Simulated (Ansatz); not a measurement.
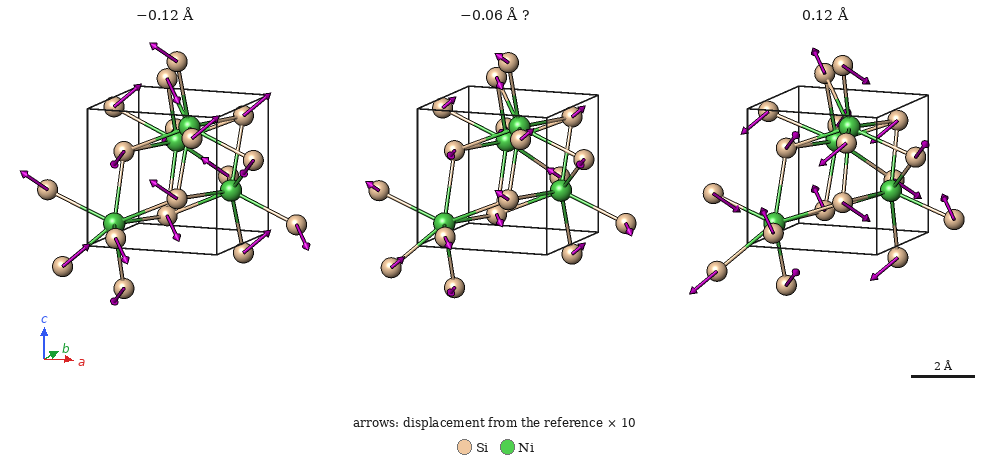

Energy scan for a crystal of SiNi (P2_13), in which a normal mode at the zone centre is frozen in with the cell fixed, the amplitude being the largest displacement of an atom. Style: ball-and-stick. Shown: the cell of the calculation, slightly off an axis. Purple arrows: displacements from the reference.

The calculation used Ansatz 0.2.0, DFT r2SCAN, scalar-relativistic, plane waves, PAW. (plane-wave cutoff 500 eV; k-point mesh 10 × 10 × 10; occupations gaussian; smearing width 0.15 eV; no spin polarisation). Energies (free energies at the smearing named) are counted from the relaxed crystal.

```
largest displacement (Å)  E − E(ref) (meV/cell)
                  −0.120                    343
                  −0.090                    191
                  −0.060                      ?
                  −0.030                     21
                   0.000                      0
                   0.030                     21
                   0.060                     83
                   0.090                    186
                   0.105                    253
                   0.120                    330
```

Q: Fill in the missing row.

A: A straight line between the two neighbours gives 106 meV/cell. A cubic through the four nearest rows (−0.120, −0.090, −0.030, 0.000) gives, with Lagrange weights, (−0.1667)(343) + (0.6667)(191) + (0.6667)(21) + (−0.1667)(0) = 84 meV/cell. The calculation gives 84 meV/cell, so the cubic is right to the digits shown and the straight line 22 meV/cell too high, as the curve bends upwards here.

The whole profile:

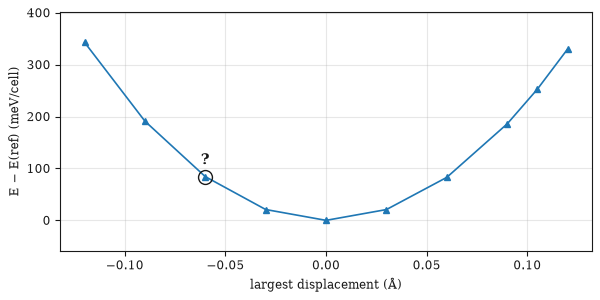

Limits of the set-up: an element that often carries a moment was run without spin polarisation.
